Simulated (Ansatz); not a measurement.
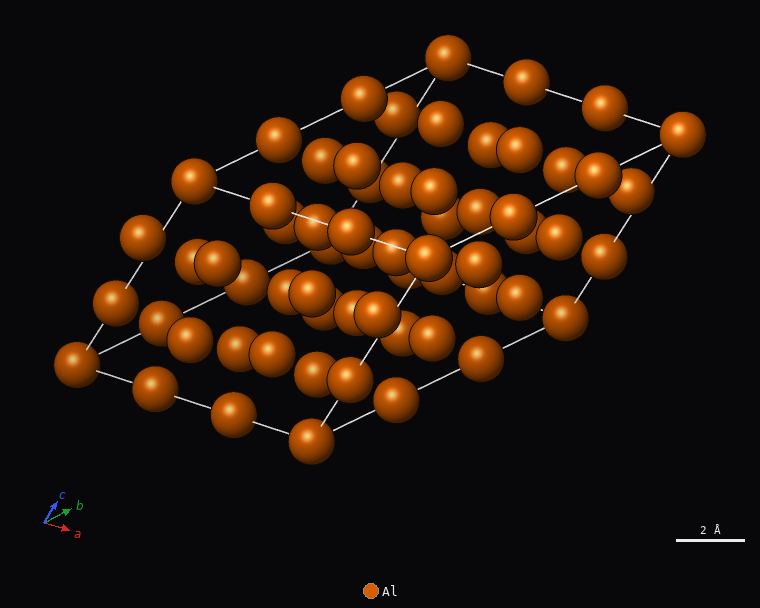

Figure 1. The structure as given in the input (spheres-only view of the cell of the calculation, seen at an oblique angle).

## Single-point calculation, with input and output: Al

Al (defect cell, 28 atoms in the cell), computed with DFT, PBE, plane waves, PAW, no spin polarisation (Ansatz 0.2.0).

The structure derives from a Materials Project entry.

## The program's output
```
Engine: ansatz 0.2.0, aarch64-unknown-linux-gnu
Pseudopotentials: kind: paw
Pseudopotential: Al, paw, valence charge 3, recommended cutoff 420 eV (normal), Al.paw.azcp
Functional definition: PBE
  parameter kappa = 0.804
  parameter beta = 0.06672455060314922
  exchange = pbe_x(kappa = kappa, mu = beta*pi^2/3)
  correlation = pbe_c(beta = beta)
Crystal: 28 atoms, lattice volume = 445.626 Å³
Basis set: ecut = 800 eV, 22995 PW (Γ), exchange–correlation on 160×160×160 points (8 copies of the dense FFT grid, shifted against one another)
Bands: 70, of which v1, the nominal top of the filled ones, is band 42 counted from 1 (41 counted from 0)
Symmetry: 1 space group operations
Space group: P1 (ITA 1), of the structure as read, at distance tolerance 7.6e-5 Å
k-points: 36 of 64 (time reversal used)
Non-local potential: Al, projectors of the file, l = 0: 2, l = 1: 2, l = 2: 1
PAW form: soft (Blöchl's): semilocal exchange-correlation on the pseudo side does not see the compensation charge
PAW one-centre angular grid: Al, 110 points (default); XC on 64 Gauss nodes
Initial density: superposition of atomic densities (neutral atoms: chi_scale 0, normalization atom), corrected by the library's trained network
Initial wavefunctions: pseudopotential atomic-orbital guess
Functional: x = pbe(κ = 0.804, μ = 0.2195149727645171), c = pbe(β = 0.06672455060314922)
SCF iter   1: F=—  HF=-15046.681736 eV  |F-HF|=—  |Δ(HF+E_count)|=         —  Δρ=1.66e-3  dr2=3.20e-2  ethr=1.77e-3  ⟨swp⟩=6.9  Hψ=12462  notcnv=0  defer=54
SCF iter   2: F=—  HF=-15046.690909 eV  |F-HF|=—  |Δ(HF+E_count)|=   9.17e-3  Δρ=1.45e-3  dr2=8.03e-2  ethr=3.80e-5  ⟨swp⟩=2.1  Hψ=3863  notcnv=0  defer=75
SCF iter   3: F=—  HF=-15046.678634 eV  |F-HF|=—  |Δ(HF+E_count)|=   1.23e-2  Δρ=5.89e-4  dr2=4.82e-3  ethr=3.80e-5  ⟨swp⟩=2.0  Hψ=3031  notcnv=0  defer=75
SCF iter   4: F=—  HF=-15046.678685 eV  |F-HF|=—  |Δ(HF+E_count)|=   5.02e-5  Δρ=3.57e-4  dr2=3.24e-3  ethr=5.74e-6  ⟨swp⟩=2.1  Hψ=2927  notcnv=0  defer=75
SCF iter   5: F=—  HF=-15046.678149 eV  |F-HF|=—  |Δ(HF+E_count)|=   5.35e-4  Δρ=9.10e-5  dr2=2.68e-5  ethr=3.86e-6  ⟨swp⟩=2.0  Hψ=2640  notcnv=0  defer=75
SCF iter   6: F=—  HF=-15046.678203 eV  |F-HF|=—  |Δ(HF+E_count)|=   5.34e-5  Δρ=1.76e-5  dr2=1.64e-6  ethr=3.19e-8  ⟨swp⟩=2.7  Hψ=3781  notcnv=0  defer=70
SCF iter   7: F=—  HF=-15046.678203 eV  |F-HF|=—  |Δ(HF+E_count)|=   8.06e-7  Δρ=1.04e-5  dr2=4.22e-6  ethr=1.95e-9  ⟨swp⟩=2.0  Hψ=3023  notcnv=0  defer=70
SCF iter   8: F=-15046.678203 eV  HF=-15046.678203 eV  |F-HF|=4.23e-8  |Δ(HF+E_count)|=   6.22e-7  Δρ=2.47e-6  dr2=6.23e-8  ethr=1.19e-10  ⟨swp⟩=14.6  Hψ=14354  notcnv=0
SCF 1 converged in 8 iterations: F = -15046.678203 eV  dr2 = 6.23e-8
  greatest PAW one-centre occupation: 0.506 electrons in one spin orbital (limit 2), on the Al atom at site 27 (counted from 0), in its partial waves of l = 0
SCF converged after 8 iterations
Free energy (F): -15046.678203 eV
Harris-Foulkes:  -15046.678203 eV  (|F-HF|=4.23e-8)
Internal energy: -15046.631148 eV  (E = F + TS)
E sigma→0 (E₀):  -15046.654675 eV
Entropy (-TS):   -0.047055 eV (-1.681 meV/atom)
Fermi energy:    8.318313 eV
--- Per-component energies (eV) ---
  E_band       = 315.837363
  E_kinetic    = 658.141375
  E_local      = 274.333240  (includes V_loc(G=0)·N_el)
  E_nonlocal   = 297.557030
  E_hartree    = 6.655941
  E_xc         = -1120.887752
  E_vxc        = -821.397113  (∫ρ·V_xc dr)
  E_paw        = -13089.560566  (= ΣΔE_a)
  E_vpaw       = -106.109280  (= ΣTr[D̂ρ^β])
  E_aug_tail   = -0.000003  (compensation charges beyond the density's cutoff)
  E_ewald      = -2072.870414
  E_smearing   = -0.047055  (= −TS)
  E_closure    = -0.000000  (closes the sum)
  Σ components = -15046.678203   (vs F -15046.678203, Δ=0.00e0)
--- Forces (eV/Å), atoms counted from 1 ---
  atom   1  Al    -0.00011748     0.00042489     0.00020050
  atom   2  Al     0.00007371    -0.00002808     0.00028677
  atom   3  Al     0.00005637    -0.00017005    -0.00010487
  atom   4  Al     0.00006394     0.00018526    -0.00022188
  atom   5  Al     0.00007506     0.00020860     0.00000576
  atom   6  Al    -0.00002439     0.00000718    -0.00004096
  atom   7  Al     0.00010862     0.00001203     0.00024333
  atom   8  Al    -0.00020809     0.00006012     0.00000078
  atom   9  Al     0.00005102     0.00000099    -0.00006262
  atom  10  Al    -0.00013621    -0.00010478     0.00009303
  atom  11  Al     0.00004865     0.00005346    -0.00009198
  atom  12  Al    -0.00016873    -0.00019740    -0.00000328
  atom  13  Al     0.00038455    -0.00015848     0.00001170
  atom  14  Al    -0.00011823    -0.00016180    -0.00003612
  atom  15  Al     0.00016943    -0.00045796    -0.00002352
  atom  16  Al     0.00030242    -0.00017703    -0.00008663
  atom  17  Al     0.00032601    -0.00002872     0.00017396
  atom  18  Al     0.00028817    -0.00002717    -0.00034272
  atom  19  Al     0.00048710     0.00004819     0.00085138
  atom  20  Al    -0.00017571    -0.00007241     0.00002733
  atom  21  Al    -0.00015028     0.00000993     0.00036831
  atom  22  Al     0.00023780     0.00042752    -0.00010378
  atom  23  Al    -0.00011776     0.00029421     0.00003470
  atom  24  Al    -0.00021866    -0.00032018    -0.00065303
  atom  25  Al    -0.00014146     0.00031967    -0.00005565
  atom  26  Al    -0.00025403    -0.00016079     0.00043015
  atom  27  Al    -0.00001871     0.00018782    -0.00007193
  atom  28  Al    -0.00083821    -0.00017871    -0.00084175
  max |Σ_I F_I| component: 1.51e-5 eV/Å
--- Band table (eV; the first three rows and the last of 36) ---
  k-point 0: bands = ["-3.0861", "-0.2609", "-0.2604", "-0.2597", "-0.1013", "-0.0403", "-0.0400", "-0.0397", "0.1019", "0.6433", "0.6444", "0.9209", "1.0315", "1.0317", "1.0323", "4.4867", "4.4875", "4.5228", "4.5230", "4.5235", "4.6549", "4.7240", "4.7243", "4.7253", "5.0838", "5.0841", "5.0846", "6.5215", "6.5221", "6.5235", "6.9059", "6.9066", "6.9087", "7.0368", "7.0378", "7.2149", "7.2291", "7.2299", "7.2305", "8.0130", "8.0189", "8.1885", "8.1903", "8.1952", "8.2952", "8.2955", "8.2960", "8.3983", "8.4726", "8.4736", "8.4757", "8.5252", "8.5276", "8.5276", "8.7965", "8.7996", "8.7996", "8.8000", "9.0986", "12.0964", "12.0970", "12.4125", "12.4130", "12.4143", "12.6583", "14.0275", "14.0279", "14.1361", "14.1380", "14.1408"]
  k-point 1: bands = ["-2.8985", "-1.4107", "-0.4734", "-0.4729", "-0.3385", "0.0251", "0.0259", "0.1372", "0.5409", "0.5416", "0.6585", "1.5529", "1.9888", "1.9897", "2.1139", "2.9509", "2.9516", "3.0817", "4.6915", "4.8276", "4.8289", "4.9393", "4.9396", "5.0096", "5.2298", "5.2307", "5.4254", "5.7912", "5.9515", "6.1576", "6.1588", "6.3646", "6.3652", "6.4428", "6.7944", "6.7951", "6.8845", "7.0912", "7.0917", "7.4250", "7.6799", "7.6802", "7.9596", "8.3686", "8.3687", "8.6739", "9.3300", "9.3305", "9.3687", "9.3697", "9.3776", "9.6025", "9.6309", "9.6311", "9.7910", "10.3008", "10.3017", "10.3303", "10.6641", "10.6645", "10.8837", "11.4902", "11.7196", "11.7204", "12.0317", "12.6242", "12.6246", "12.8643", "13.2610", "13.2887"]
  k-point 2: bands = ["-2.3507", "-2.3239", "-0.4641", "-0.4636", "-0.3398", "-0.3372", "-0.3154", "-0.2345", "1.5196", "1.5413", "1.5418", "1.5779", "1.5797", "1.8454", "3.4195", "3.4401", "3.4409", "3.5095", "3.5102", "3.5544", "3.6103", "3.6869", "5.1386", "5.2212", "5.2222", "5.2410", "5.3810", "5.3815", "5.4190", "5.4208", "5.4885", "5.7084", "5.7260", "5.7269", "7.0484", "7.0489", "7.3832", "7.3836", "7.5314", "7.5412", "8.8740", "9.0347", "9.0348", "9.0778", "9.0779", "9.1418", "9.2683", "9.2696", "9.3419", "9.3444", "9.7745", "9.8460", "10.8277", "10.8399", "10.8406", "10.8744", "10.8761", "11.0557", "11.0606", "11.0731", "11.0774", "11.1308", "11.2369", "11.2707", "11.3258", "11.3268", "11.4959", "11.6087", "11.8001", "11.8013"]
  k-point 35: bands = ["-2.3501", "-2.3245", "-0.4640", "-0.4634", "-0.3413", "-0.3372", "-0.3140", "-0.2346", "1.5193", "1.5409", "1.5416", "1.5779", "1.5801", "1.8460", "3.4176", "3.4401", "3.4422", "3.5093", "3.5101", "3.5545", "3.6102", "3.6873", "5.1399", "5.2215", "5.2228", "5.2396", "5.3818", "5.3824", "5.4174", "5.4196", "5.4888", "5.7085", "5.7260", "5.7269", "7.0490", "7.0494", "7.3826", "7.3832", "7.5319", "7.5407", "8.8743", "9.0348", "9.0351", "9.0776", "9.0778", "9.1407", "9.2688", "9.2705", "9.3416", "9.3443", "9.7745", "9.8461", "10.8269", "10.8400", "10.8406", "10.8740", "10.8761", "11.0563", "11.0634", "11.0704", "11.0771", "11.1309", "11.2367", "11.2722", "11.3256", "11.3272", "11.4953", "11.6072", "11.8002", "11.8015"]
```

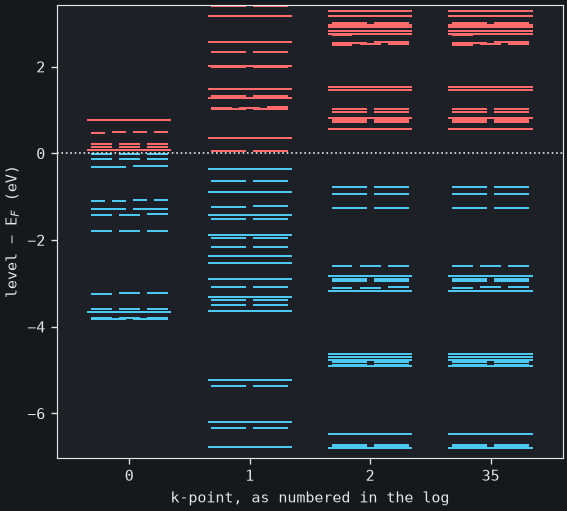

Figure 2. Kohn–Sham levels near the Fermi level (dotted) at the few k-points that the log prints; levels within 0.02 eV of each other stand side by side. The system is metallic on the full mesh.

The run was set up as follows.

## Input
```yaml
crystal:
  lattice:
    - [-6.062431381, 6.062431381, 0.0]
    - [0.0, 6.062431381, -6.062431381]
    - [-6.062431381, 0.0, -6.062431381]
  atoms:
    - { symbol: Al, position: [0.0033317053, 0.6676253113, 0.6626767028] }
    - { symbol: Al, position: [-0.0356539287, 0.3693576126, 0.7004350154] }
    - { symbol: Al, position: [-0.0002566027, 0.6670326966, 0.3325791721] }
    - { symbol: Al, position: [-0.0330978675, -0.0321525965, 0.6978770861] }
    - { symbol: Al, position: [-0.0288996874, 0.3625941485, 0.3031498233] }
    - { symbol: Al, position: [0.0015809124, 0.6663800583, 0.0004446956] }
    - { symbol: Al, position: [-0.0006512686, 0.0002368674, 0.3321481534] }
    - { symbol: Al, position: [0.0021934629, 0.3312776003, 0.000931768] }
    - { symbol: Al, position: [0.000521814, 0.0013890786, -0.003271029] }
    - { symbol: Al, position: [0.3327522906, 0.6680080011, 0.665606995] }
    - { symbol: Al, position: [0.3322999115, 0.3331719298, 0.6652055471] }
    - { symbol: Al, position: [0.331323599, 0.6675896942, 0.3346801426] }
    - { symbol: Al, position: [0.3688482852, -0.0351149144, 0.7008828716] }
    - { symbol: Al, position: [0.3644437953, 0.365449097, 0.3003004853] }
    - { symbol: Al, position: [0.3295988582, 0.666331629, 0.0005006616] }
    - { symbol: Al, position: [0.3620606266, -0.0283255251, 0.3027177647] }
    - { symbol: Al, position: [0.333447576, 0.3343327944, -0.0021632739] }
    - { symbol: Al, position: [0.3302616483, 0.0032235361, 0.0009483431] }
    - { symbol: Al, position: [0.6664109302, 0.6670676626, 0.6618822257] }
    - { symbol: Al, position: [0.666885506, 0.3337162481, 0.665677037] }
    - { symbol: Al, position: [0.6663965659, 0.6670803901, 0.3339989954] }
    - { symbol: Al, position: [0.6669091589, 0.0042611979, 0.6625637904] }
    - { symbol: Al, position: [0.6668125131, 0.3322425233, 0.3345906154] }
    - { symbol: Al, position: [0.6664154359, 0.6673892134, -0.0019932251] }
    - { symbol: Al, position: [0.6659209445, 0.0006921396, 0.3326664009] }
    - { symbol: Al, position: [0.6655739014, 0.3305338635, 0.0004263164] }
    - { symbol: Al, position: [0.6656508753, 0.0024970632, 0.0003616506] }
    - { symbol: Al, position: [0.1660394834, 0.1658965062, 0.5079508594] }
basis:
  ecutwfc: "800 eV"
  xc_grid: 2
kpoints:
  mp_grid: { grid: [4, 4, 4], shift: [0.0, 0.0, 0.0] }
hamiltonian:
  xc: pbe
scf:
  occupations: { method: gaussian, width: 0.1 }
  mixing: { preconditioner: none }
output:
  forces: true
  eigenvalues: true
```

Launch command:
```bash
ansatz run input.yaml --threads 4 --pin off --max-ram 8192MiB --backend cpu --events-out ev --progress --plain --runs-dir out
```

## Key numbers

| quantity | value |
| --- | --- |
| outcome | converged |
| electrons treated | 84 |
| free energy | −15046.6782 eV |
| Fermi energy | 8.318 eV |
| gap on the k-point mesh | none (metallic) |
| largest force (length of the vector) | 0.001 eV/Å |
| hardware | 4 threads of Arm Neoverse V1, 112 GiB of memory available, shared host |
| wall time | 1.7 min (CPU time 6.7 min) |
| peak memory | 3.2 GiB |

## Remarks

Settings chosen away from the usual ones: scf.mixing.preconditioner set to none; basis.ecutwfc set to 800 eV (from 420).
